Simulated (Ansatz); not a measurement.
## GaN (P6_3mc): converging the G0W0 gap

How do accuracy and time trade against each other in G0W0 on GaN (P6_3mc)?

Method: G0W0 on PBE, plane waves, PAW, in Ansatz 0.2.0.

The database entry behind the starting cell has ideal inner coordinates that were not refined, so it need not match the best structure at ambient conditions.

### 1. Starting point

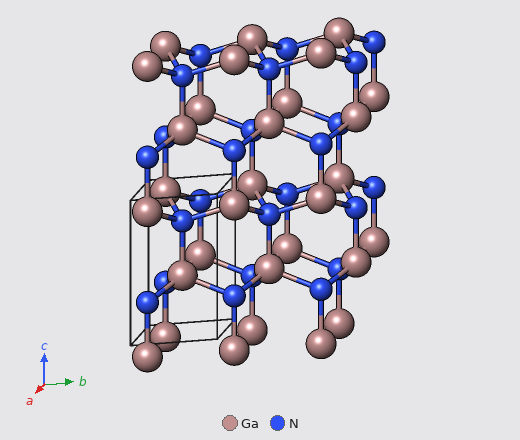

Start, viewed slightly off an axis; gallium pink, nitrogen blue. 2×3×2 cells are drawn. Some periodic images of atoms are drawn too.

The cell and positions come from the Crystallography Open Database and are kept as given unless a step says otherwise. The default PAW set here is soft_1. Its files were made with PBE.

### 2. 48 empty bands, screening to 60 eV

Now the one-shot GW correction: screening in the RPA, then the self-energy of the levels asked for.

Input file input.yaml:

```yaml
crystal:
  lattice:
    - [3.19, 0.0, 0.0]
    - [-1.595, 2.7626210381, 0.0]
    - [0.0, 0.0, 5.189]
  atoms:
    - { symbol: Ga, position: [0.6666666667, 0.3333333333, 0.0] }
    - { symbol: Ga, position: [0.3333333333, 0.6666666667, 0.5] }
    - { symbol: "N", position: [0.6666666667, 0.3333333333, 0.375] }
    - { symbol: "N", position: [0.3333333333, 0.6666666667, 0.875] }
kpoints:
  mp_grid: { grid: [6, 6, 4] }
hamiltonian:
  xc: pbe
  pseudopotentials: { kind: paw, azcp: { folder: "./paw" } }
scf:
  occupations: { method: fixed }
gw:
  n_empty_bands: 48
  ecut_chi: 60
  qp_bands: [v2, c2]
  qp_kpoints: band_edges
  screening: { model: contour_deformation }
```

Started as:

```bash
$ ansatz run input.yaml --threads 3 --pin off --max-ram 92160MiB --backend cuda --events-out ev --progress --plain --runs-dir out --devices 1 --max-vram 13GiB
```

Numbers of over 12 decimals in the logs are rounded to 6 here.

The log of the run:

```text
GPUs: using 1 of 1 available (devices: 1).
Engine: ansatz 0.2.0, x86_64-unknown-linux-gnu
Pseudopotentials: kind: paw
Pseudopotential: Ga, paw, valence charge 13, recommended cutoff 420 eV (normal), <dir>
Pseudopotential: N, paw, valence charge 5, recommended cutoff 420 eV (normal), <dir>
Functional definition: PBE
  parameter kappa = 0.804
  parameter beta = 0.066725
  exchange = pbe_x(kappa = kappa, mu = beta*pi^2/3)
  correlation = pbe_c(beta = beta)
device memory: the entry about to start is reckoned to put 0.6 GiB on a device that reports 56.1 GiB free (of which the cap on the GPU budget leaves the run 13.0 GiB)
GPU FFT provider: cuFFT
GPU libraries: cuBLAS 13.8.2, cuFFT 12.4.0, cuSOLVER 12.3.4
Crystal: 4 atoms, lattice volume = 45.729 Å³
Basis set: ecut = 420 eV, 917 PW (Γ)
Bands: 22, of which v1, the nominal top of the filled ones, is band 18 counted from 1 (17 counted from 0)
Symmetry: 12 space group operations
Space group: P63mc (ITA 186), of the structure as read, at distance tolerance 3.6e-5 Å
k-points: 21 of 144 (time reversal used)
Non-local potential: Ga, projectors of the file, l = 0: 2, l = 1: 2, l = 2: 3, l = 3: 1
Non-local potential: N, projectors of the file, l = 0: 2, l = 1: 2, l = 2: 1
PAW form: soft (Blöchl's): semilocal exchange-correlation on the pseudo side does not see the compensation charge
PAW one-centre angular grid: Ga, 590 points (default); XC on 64 Gauss nodes
PAW one-centre angular grid: N, 110 points (default); XC on 64 Gauss nodes
Initial density: superposition of atomic densities (chi_scale 0.1, normalization cell, long waves kept (reshape's long-wave potential 0.00 eV rms))
Initial wavefunctions: pseudopotential atomic-orbital guess
GPU buffer pool allocated for 20736 grid points (all kernels)
GPU transforms: local potential and band sums: pruned to the plane-wave sphere, on 24×24×36
Functional: x = pbe(κ = 0.804, μ = 0.219515), c = pbe(β = 0.066725)
SCF iter   1: F=—  HF=-8337.203660 eV  |F-HF|=—  |Δ(HF+E_count)|=         —  Δρ=1.13e-1  dr2=5.09e0  ethr=3.10e-3  ⟨swp⟩=4.0  Hψ=1676  notcnv=0  defer=6
preconditioner: auto → Resta (q_TF=auto, 2.622 Å⁻¹)  ε∞=4.8  [insulator: Δε(μ)=2.712 eV  Ē_g=16.854 eV  n_scr=22 (ndim 8)  ℏωp=32.9 eV  f_vac=0.000  ε∞_Penn≈4.8]
SCF iter   2: F=—  HF=-8335.919140 eV  |F-HF|=—  |Δ(HF+E_count)|=    1.28e0  Δρ=4.68e-2  dr2=5.39e-1  ethr=3.10e-3  ⟨swp⟩=2.0  Hψ=1077  notcnv=0  defer=17
SCF iter   3: F=—  HF=-8335.833719 eV  |F-HF|=—  |Δ(HF+E_count)|=   8.54e-2  Δρ=1.84e-2  dr2=1.11e-1  ethr=1.50e-3  ⟨swp⟩=2.0  Hψ=674  notcnv=0  defer=40
SCF iter   4: F=—  HF=-8335.820793 eV  |F-HF|=—  |Δ(HF+E_count)|=   1.29e-2  Δρ=3.22e-3  dr2=5.86e-3  ethr=3.10e-4  ⟨swp⟩=3.0  Hψ=881  notcnv=0  defer=40
SCF iter   5: F=—  HF=-8335.819480 eV  |F-HF|=—  |Δ(HF+E_count)|=   1.31e-3  Δρ=2.80e-3  dr2=2.13e-3  ethr=1.63e-5  ⟨swp⟩=2.0  Hψ=880  notcnv=0  defer=40
SCF iter   6: F=—  HF=-8335.820879 eV  |F-HF|=—  |Δ(HF+E_count)|=   1.40e-3  Δρ=7.59e-4  dr2=2.05e-4  ethr=5.91e-6  ⟨swp⟩=2.9  Hψ=884  notcnv=0  defer=40
SCF iter   7: F=—  HF=-8335.821055 eV  |F-HF|=—  |Δ(HF+E_count)|=   1.75e-4  Δρ=1.30e-4  dr2=8.75e-6  ethr=5.70e-7  ⟨swp⟩=2.0  Hψ=857  notcnv=0  defer=38
SCF iter   8: F=—  HF=-8335.821065 eV  |F-HF|=—  |Δ(HF+E_count)|=   1.04e-5  Δρ=1.82e-5  dr2=1.24e-7  ethr=2.43e-8  ⟨swp⟩=2.0  Hψ=840  notcnv=0
SCF iter   9: F=-8335.821065 eV  HF=-8335.821065 eV  |F-HF|=3.07e-9  |Δ(HF+E_count)|=   1.97e-7  Δρ=2.62e-6  dr2=3.38e-9  ethr=2.78e-10  ⟨swp⟩=4.1  Hψ=1511  notcnv=0
SCF 1 converged in 9 iterations: F = -8335.821065 eV  dr2 = 3.38e-9
  greatest PAW one-centre occupation: 0.995 electrons in one spin orbital (limit 2), on the Ga atom at site 0 (counted from 0), in its partial waves of l = 2
device memory: the entry about to start is reckoned to put 0.7 GiB on a device that reports 56.0 GiB free (of which the cap on the GPU budget leaves the run 13.0 GiB)
NSCF: frozen V_eff on 21 k-points, pencils in batches of 32, up to order 88
the band table was solved once the SCF had ended and its energy, with any forces and stress, was formed, with the checks that follow a solve (1961 applications of the Hamiltonian). They found nothing against the state; the energy, forces and stress were not computed again (output.eigenvalues in the input reference)
device memory: the entry about to start is reckoned to put 1.5 GiB on a device that reports 56.1 GiB free (of which the cap on the GPU budget leaves the run 13.0 GiB)
NSCF: frozen V_eff on 21 k-points
G₀W₀ screening: q 1/21
[... further progress lines ...]
SCF converged after 9 iterations
Free energy (F): -8335.821065 eV
Harris-Foulkes:  -8335.821065 eV  (|F-HF|=3.07e-9)
Internal energy: -8335.821065 eV  (E = F + TS)
E sigma→0 (E₀):  -8335.821065 eV
Fermi energy:    9.680356 eV
--- Per-component energies (eV) ---
  E_band       = -10.870753
  E_kinetic    = 481.924142
  E_local      = -2834.648956  (includes V_loc(G=0)·N_el)
  E_nonlocal   = -109.339116
  E_hartree    = 1792.821324
  E_xc         = -244.713228
  E_vxc        = -261.990450  (∫ρ·V_xc dr)
  E_paw        = -4249.358194  (= ΣΔE_a)
  E_vpaw       = -872.461541  (= ΣTr[D̂ρ^β])
  E_aug_tail   = 0.001510  (compensation charges beyond the density's cutoff)
  E_ewald      = -3172.508547
  E_smearing   = -0.000000  (= −TS)
  E_closure    = -0.000000  (closes the sum)
  Σ components = -8335.821065   (vs F -8335.821065, Δ=0.00e0)
--- Band table (eV; the first three rows and the last of 21) ---
  k-point 0: bands = [... 14 lower, 8.6362, 9.6161, 9.6804, 9.6804, 11.5708, 13.9224, 18.8640, 19.5628]
  k-point 1: bands = [... 14 lower, 8.7826, 8.7826, 9.5208, 9.5208, 12.7681, 14.0264, 18.4765, 19.2403]
  k-point 2: bands = [... 14 lower, 9.1450, 9.1450, 9.1450, 9.1450, 13.9058, 13.9058, 18.1603, 18.1603]
  k-point 20: bands = [... 14 lower, 5.5091, 5.5091, 8.1880, 8.1880, 16.0948, 16.0948, 16.9773, 16.9773]
--- G₀W₀: contour deformation, 6 samples at zero and on the imaginary axis and 2 off it, 144 q-points, 48 empty bands' worth ---
  eigenvalues of the whole cell's RPA ε∞ on this k-mesh (on a slab, of 1 + 4πα/V) = 6.1243, 6.1243, 6.1259; static W/v taken at q = 0 is 0.163272
  bands read: the sum over 66 bands ends inside a degenerate multiplet in 1 slot, whose members it reads at an even weight; the widest, k=1: bands 66 to 67 (counted from 1) at 1/2 each
  gw.qp_kpoints: band_edges: 15 of 21 stored k-points solved, in 1 pass; an edge of the gap read off the rows below is read off those points alone
    valence top: of the k-points left out ik 12 came nearest to being solved in a further pass, in band 18 (counted from 1, as in the quasiparticle table): it holds the edge there only if its correction is more favourable than any solved in that band by at least 0.924 eV; those differ by 0.402 eV
    conduction bottom: of the k-points left out ik 12 came nearest to being solved in a further pass, in band 19 (counted from 1, as in the quasiparticle table): it holds the edge there only if its correction is more favourable than any solved in that band by at least 2.582 eV; those differ by 0.760 eV
  `?` marks the rows in doubt; gw_qp.tsv's column doubts and the gw_qp event give each row's grounds
    ik  band        ε_KS         Σx   Σc(E_QP)       V_xc       Z   E_QP_lin       E_QP  E_QP is
     0    17      9.6804   -23.8574     3.5071   -20.2303  0.7762     9.5602     9.5604  root
     0    18      9.6804   -23.8574     3.5071   -20.2303  0.7762     9.5602     9.5604  root
     0    19     11.5708   -11.5392    -3.3743   -15.7696  0.8108    12.4362    12.4268  root
     0    20     13.9224   -10.1834    -4.0616   -15.2907  0.8132    14.9857    14.9682  root
     1    17      9.5208   -23.7219     3.5482   -20.0301  0.7756     9.3769     9.3771  root
     1    18      9.5208   -23.7219     3.5482   -20.0301  0.7756     9.3769     9.3771  root
     1    19     12.7681   -12.2078    -3.2902   -16.4935  0.8011    13.7780    13.7637  root
     1    20     14.0264   -10.1639    -4.0781   -15.3102  0.8104    15.1134    15.0946  root
     2    17      9.1450   -23.3824     3.6290   -19.5598  0.7742     8.9509     8.9515  root
     2    18      9.1450   -23.3824     3.6290   -19.5598  0.7742     8.9509     8.9515  root
     2    19     13.9058   -10.8618    -3.9210   -15.8898  0.8012    15.0338    15.0128  root
     2    20     13.9058   -10.8618    -3.9210   -15.8898  0.8012    15.0338    15.0128  root
     3    17      9.3300   -23.3912     3.5238   -19.7130  0.7755     9.1753     9.1756  root
     3    18      9.4436   -23.6151     3.5625   -19.9047  0.7753     9.2953     9.2956  root
     3    19     13.0969   -12.0173    -3.3880   -16.4422  0.7998    14.1500    14.1338  root
     3    20     15.1989   -10.4547    -4.2363   -15.9035  0.8025    16.4397    16.4114  root
     4    17      8.9650   -23.1214     3.6015   -19.2977  0.7739     8.7421     8.7428  root
     4    18      9.2329   -23.4182     3.6011   -19.6353  0.7745     9.0507     9.0511  root
     4    19     13.6732   -11.5240    -3.6289   -16.2315  0.7976    14.7710    14.7518  root
     4    20     15.2655   -10.4352    -4.2838   -15.9503  0.7986    16.5271    16.4968  root
     5    17      8.7527   -22.9767     3.6865   -19.0416  0.7725     8.5032     8.5041  root
     5    18      8.7527   -22.9767     3.6865   -19.0416  0.7725     8.5032     8.5041  root
     5    19     14.8083   -10.7581    -4.1123   -16.0483  0.7927    16.0133    15.9862  root
     5    20     14.8083   -10.7581    -4.1123   -16.0483  0.7927    16.0133    15.9862  root
[...]
17    20     15.0991    -9.5134    -4.0996   -14.4891  0.8069    15.9877    15.9752  root
    18    17      6.6785   -21.3906     4.0137   -16.8760  0.7580     6.1726     6.1776  root
    18    18      6.9933   -21.7058     3.9888   -17.1947  0.7613     6.4658     6.4710  root
    18    19     14.8085    -7.4426    -3.9801   -11.8406  0.8198    15.2288    15.2264  root
    18    20     17.4614   -11.2866    -4.9729   -17.9138  0.7710    19.2168    19.1156  root ?
    20    17      8.1880   -22.2764     3.7768   -18.2403  0.7693     7.9277     7.9287  root
    20    18      8.1880   -22.2764     3.7768   -18.2403  0.7693     7.9277     7.9287  root
    20    19     16.0948    -9.5392    -4.4100   -14.9797  0.8070    17.1451    17.1253  root
    20    20     16.0948    -9.5392    -4.4100   -14.9797  0.8070    17.1451    17.1253  root
```

Wall time 16 s (1 × NVIDIA H100 80GB HBM3 (shared by 6 runs) with 3 threads of AMD EPYC 7R13 (Zen 3), shared host); peak memory 0.99 GiB.

Reading the cycles: dr2 is the Hartree energy of the density residual (eV), the measure of convergence; HF is the Harris–Foulkes estimate of the energy, which meets the free energy F at convergence.

Numbers from this step:

| Item | Value |
| --- | --- |
| bands summed | 66 |
| RPA ε∞ on this mesh (eigenvalues) | 6.124, 6.124, 6.126 |
| plane waves in the screening matrix | 43 |
| q-points in the mesh | 144 |
| G0W0 gap on the mesh | 2.866 eV |
| k of the valence top | 0, 0, 0 |
| k of the conduction bottom | 0, 0, 0 |
| starting gap on the mesh | 1.890 eV |
| Z at the valence top | 0.7762 |
| Z at the conduction bottom | 0.8108 |
| least direct G0W0 gap on the computed points | 2.866 eV |

The gap on the mesh goes from 1.89 eV to 2.87 eV, a correction of +0.98 eV. Between the two edge states, bare exchange in place of the xc potential would open the gap by 7.86 eV, and correlation takes back 6.88 eV.

### 3. 136 empty bands, screening to 120 eV

Bands and screening cutoff are moved together, since each hides the error of the other.

input.yaml: that of step 2 with these lines changed.

```diff
@@ -18,4 +18,4 @@
 gw:
-  n_empty_bands: 48
-  ecut_chi: 60
+  n_empty_bands: 136
+  ecut_chi: 120
   qp_bands: [v2, c2]
```

The log of the run:

```text
GPUs: using 1 of 1 available (devices: 1).
[...]
GPU FFT provider: cuFFT
GPU libraries: cuBLAS 13.8.2, cuFFT 12.4.0, cuSOLVER 12.3.4
Crystal: 4 atoms, lattice volume = 45.729 Å³
Basis set: ecut = 420 eV, 917 PW (Γ)
Bands: 22, of which v1, the nominal top of the filled ones, is band 18 counted from 1 (17 counted from 0)
Symmetry: 12 space group operations
[...]
k-points: 21 of 144 (time reversal used)
[...]
GPU buffer pool allocated for 20736 grid points (all kernels)
[...]
SCF iter   1: F=—  HF=-8337.203660 eV  |F-HF|=—  |Δ(HF+E_count)|=         —  Δρ=1.13e-1  dr2=5.09e0  ethr=3.10e-3  ⟨swp⟩=4.0  Hψ=1676  notcnv=0  defer=6
[...]
SCF iter   9: F=-8335.821065 eV  HF=-8335.821065 eV  |F-HF|=3.07e-9  |Δ(HF+E_count)|=   1.97e-7  Δρ=2.62e-6  dr2=3.38e-9  ethr=2.78e-10  ⟨swp⟩=4.1  Hψ=1511  notcnv=0
SCF 1 converged in 9 iterations: F = -8335.821065 eV  dr2 = 3.38e-9
[...]
NSCF: frozen V_eff on 21 k-points, pencils in batches of 32, up to order 88
[...]
NSCF: frozen V_eff on 21 k-points
G₀W₀ screening: q 1/21
[... further progress lines ...]
SCF converged after 9 iterations
Free energy (F): -8335.821065 eV
[...]
Internal energy: -8335.821065 eV  (E = F + TS)
E sigma→0 (E₀):  -8335.821065 eV
Fermi energy:    9.680356 eV
[...]
--- Band table (eV; the first three rows and the last of 21) ---
  k-point 0: bands = [... 14 lower, 8.6362, 9.6161, 9.6804, 9.6804, 11.5708, 13.9224, 18.8640, 19.5628]
  k-point 1: bands = [... 14 lower, 8.7826, 8.7826, 9.5208, 9.5208, 12.7681, 14.0264, 18.4765, 19.2403]
  k-point 2: bands = [... 14 lower, 9.1450, 9.1450, 9.1450, 9.1450, 13.9058, 13.9058, 18.1603, 18.1603]
  k-point 20: bands = [... 14 lower, 5.5091, 5.5091, 8.1880, 8.1880, 16.0948, 16.0948, 16.9773, 16.9773]
[...]
0    17      9.6804   -23.8574     3.1132   -20.2303  0.7706     9.1628     9.1665  root
     0    18      9.6804   -23.8574     3.1132   -20.2303  0.7706     9.1628     9.1665  root
     0    19     11.5708   -11.5392    -3.6230   -15.7696  0.8050    12.1822    12.1782  root
     0    20     13.9224   -10.1834    -4.3919   -15.2907  0.8105    14.6448    14.6379  root
     1    17      9.5208   -23.7219     3.1573   -20.0301  0.7702     8.9823     8.9863  root
     1    18      9.5208   -23.7219     3.1573   -20.0301  0.7702     8.9823     8.9863  root
     1    19     12.7681   -12.2078    -3.6156   -16.4935  0.7958    13.4437    13.4382  root
     1    20     14.0264   -10.1639    -4.4148   -15.3102  0.8074    14.7652    14.7578  root
[...]
20    17      8.1880   -22.2764     3.3903   -18.2403  0.7653     7.5354     7.5422  root
    20    18      8.1880   -22.2764     3.3903   -18.2403  0.7653     7.5354     7.5422  root
    20    19     16.0948    -9.5392    -4.7383   -14.9797  0.8052    16.8050    16.7970  root
    20    20     16.0948    -9.5392    -4.7383   -14.9797  0.8052    16.8050    16.7970  root
```

Wall time 19 s (1 × NVIDIA H100 80GB HBM3 (shared by 6 runs) with 3 threads); peak memory 1.2 GiB.

Numbers from this step:

```yaml
bands_summed: 154
rpa_eps_infinity_on_this_mesh_eigenvalues: 5.991, 6.035, 6.035
plane_waves_in_the_screening_matrix: 135
q_points_in_the_mesh: 144
g0w0_gap_on_the_mesh: 3.012 eV
k_of_the_valence_top: 0, 0, 0
k_of_the_conduction_bottom: 0, 0, 0
starting_gap_on_the_mesh: 1.890 eV
z_at_the_valence_top: 0.7706
z_at_the_conduction_bottom: 0.8050
least_direct_g0w0_gap_on_the_computed_points: 3.012 eV
```

Against the run with 6×6×4 mesh, 48 empty bands, screening to 60 eV, the gap moves by +0.15 eV.

### 4. 293 empty bands, screening to 200 eV

input.yaml: that of step 3 with these lines changed.

```diff
@@ -18,4 +18,4 @@
 gw:
-  n_empty_bands: 136
-  ecut_chi: 120
+  n_empty_bands: 293
+  ecut_chi: 200.0
   qp_bands: [v2, c2]
```

The log of the run:

```text
GPUs: using 1 of 1 available (devices: 1).
[...]
GPU FFT provider: cuFFT
GPU libraries: cuBLAS 13.8.2, cuFFT 12.4.0, cuSOLVER 12.3.4
Crystal: 4 atoms, lattice volume = 45.729 Å³
Basis set: ecut = 420 eV, 917 PW (Γ)
Bands: 22, of which v1, the nominal top of the filled ones, is band 18 counted from 1 (17 counted from 0)
Symmetry: 12 space group operations
[...]
k-points: 21 of 144 (time reversal used)
[...]
1    20     14.0264   -10.1639    -4.6092   -15.3102  0.8063    14.5670    14.5634  root
[...]
20    17      8.1880   -22.2764     3.1586   -18.2403  0.7629     7.2970     7.3105  root
    20    18      8.1880   -22.2764     3.1586   -18.2403  0.7629     7.2970     7.3105  root
    20    19     16.0948    -9.5392    -4.9027   -14.9797  0.8043    16.6370    16.6327  root
    20    20     16.0948    -9.5392    -4.9027   -14.9797  0.8043    16.6370    16.6327  root
[key lines of the parts left out:]
SCF converged after 9 iterations
Free energy (F): -8335.821065 eV
Fermi energy:    9.680356 eV
```

The job ended after 37 s (1 × NVIDIA H100 80GB HBM3 (shared by 6 runs) with 3 threads; peak memory 1.5 GiB; 25 s of CPU time).

This step gave:

```
bands summed                                 : 311
RPA ε∞ on this mesh (eigenvalues)            : 5.962, 5.997, 5.997
plane waves in the screening matrix          : 311
G0W0 gap on the mesh                         : 3.048 eV
k of the valence top                         : 0, 0, 0
k of the conduction bottom                   : 0, 0, 0
starting gap on the mesh                     : 1.890 eV
least direct G0W0 gap on the computed points : 3.048 eV
```

Against the run with 6×6×4 mesh, 136 empty bands, screening to 120 eV, the gap moves by +0.04 eV.

### 5. Changing the k mesh: 6×6×2 mesh, 136 empty bands, screening to 120 eV

Only the mesh changes. It samples the long-range screening, which converges on its own terms. Bands and cutoff differ from the step before, so it is read against an earlier run that matches them.

input.yaml: that of step 4 with these lines changed.

```diff
@@ -11,3 +11,3 @@
 kpoints:
-  mp_grid: { grid: [6, 6, 4] }
+  mp_grid: { grid: [6, 6, 2] }
 hamiltonian:
@@ -18,4 +18,4 @@
 gw:
-  n_empty_bands: 293
-  ecut_chi: 200.0
+  n_empty_bands: 136
+  ecut_chi: 120
   qp_bands: [v2, c2]
```

The log of the run:

```text
GPUs: using 1 of 1 available (devices: 1).
[...]
GPU FFT provider: cuFFT
GPU libraries: cuBLAS 13.8.2, cuFFT 12.4.0, cuSOLVER 12.3.4
Crystal: 4 atoms, lattice volume = 45.729 Å³
Basis set: ecut = 420 eV, 917 PW (Γ)
Bands: 22, of which v1, the nominal top of the filled ones, is band 18 counted from 1 (17 counted from 0)
Symmetry: 12 space group operations
[...]
k-points: 14 of 72
[...]
1    20     13.9053   -10.8781    -4.2738   -15.8900  0.7925    14.6534    14.6433  root
[...]
13    17      8.1876   -22.3440     3.4683   -18.2410  0.7592     7.5446     7.5529  root
    13    18      8.1876   -22.3440     3.4683   -18.2410  0.7592     7.5446     7.5529  root
    13    19     16.0951    -9.4770    -4.8202   -14.9799  0.7976    16.7882    16.7778  root
    13    20     16.0951    -9.4770    -4.8202   -14.9799  0.7976    16.7882    16.7778  root
[key lines of the parts left out:]
SCF converged after 9 iterations
Free energy (F): -8335.820674 eV
Fermi energy:    9.678907 eV
```

It took 17 s on 1 × NVIDIA H100 80GB HBM3 (shared by 6 runs) with 3 threads; peak memory 1.1 GiB; 8.4 s of CPU time.

Numbers from this step:

```
bands summed                                 : 154
RPA ε∞ on this mesh (eigenvalues)            : 6.463, 6.463, 6.567
plane waves in the screening matrix          : 135
G0W0 gap on the mesh                         : 2.976 eV
k of the valence top                         : 0, 0, 0
k of the conduction bottom                   : 0, 0, 0
starting gap on the mesh                     : 1.891 eV
least direct G0W0 gap on the computed points : 2.976 eV
```

Against the run with 6×6×4 mesh, 136 empty bands, screening to 120 eV, the gap moves by −0.04 eV.

(Part 1 of 2 ends here.)

[Paths, hosts, dates, memory and timing lines, banners, echoed tables and standing remarks are left out of the program output.]

[Logs are printed without paths, hosts, clocks, repeated set-up lines and the standing remarks that a program may print on its own settings, such as how far it seeks lower states.]

[Runs of the session that timed out or met a known fault of the program may be left out.]

[Cells called generated may have been cut or substituted from an entry of the Crystallography Open Database or the Materials Project.]

[Hosts, paths, dates, database ids (printed as entryN), source tags and the programs' standing remarks are cut or masked in the printed files.]
